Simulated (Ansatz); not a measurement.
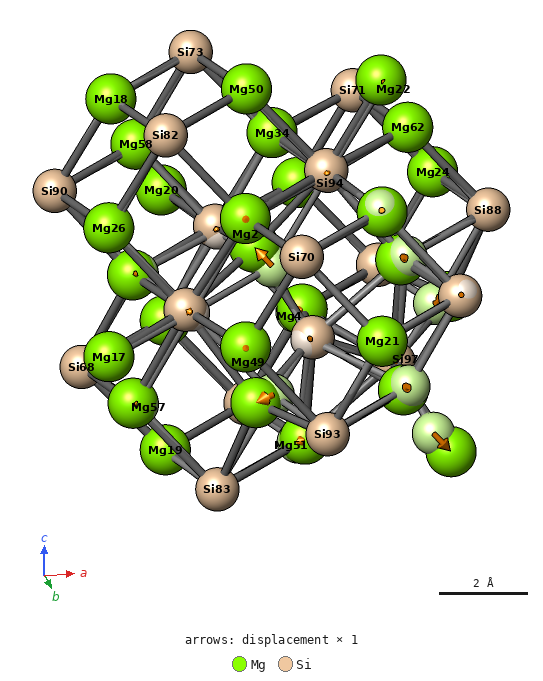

A relaxation of a defect cell of composition Mg₆₄Si₃₃ (cell charge −2). The starting structure is drawn faded, the final one solid; orange arrows show the displacements, at their true length.

The picture is a ball-and-stick view of the atoms within 5.8 Å of the atom that moves most (axes of the cell of the calculation (origin shifted)), seen from a free direction.

The atoms of the start lie slightly off their symmetric places, so part of the fall in energy undoes that.

Level of theory: Ansatz 0.2.0, DFT, PBEsol, PAW, plane waves. Set-up: plane-wave cutoff 420 eV; k-point mesh 1 × 1 × 1; mesh shifted by (0.25, 0.25, 0.25); no spin polarisation; atoms relaxed in a fixed cell; force threshold 0.03 eV/Å; at most 80 steps.

> Atoms of which element are displaced furthest, and by how much?

Magnesium: up to 0.60 Å, against 0.17 Å for silicon.

> What did the optimiser do to the structure, and how much energy did it gain?

After 7 geometry steps the energy has fallen by 9.908 eV per cell of the calculation. The largest force component goes from 9.4 to 0.014 eV/Å. The largest moves, 0.60 Å, are those of Mg atoms. By element the largest moves are Mg 0.60 Å, Si 0.17 Å. The lattice vectors keep their values. Among the contacts that change: Mg–Si 1.865 → 2.470 Å, Mg–Si 1.891 → 2.482 Å, Mg–Si 1.929 → 2.482 Å, Mg–Si 2.984 → 2.732 Å. Bond angles that change, for instance: Si–Mg–Si 119.5° → 104.9°, Si–Mg–Si 120.4° → 106.2°, Si–Mg–Si 117.0° → 105.1°. Cost: 7 s on 1 × NVIDIA GB200 with 8 threads of Arm Neoverse-V2, peak memory 2 GiB.

Limits of the set-up: the cell is charged, on a uniform background, and energies carry no finite-size correction.
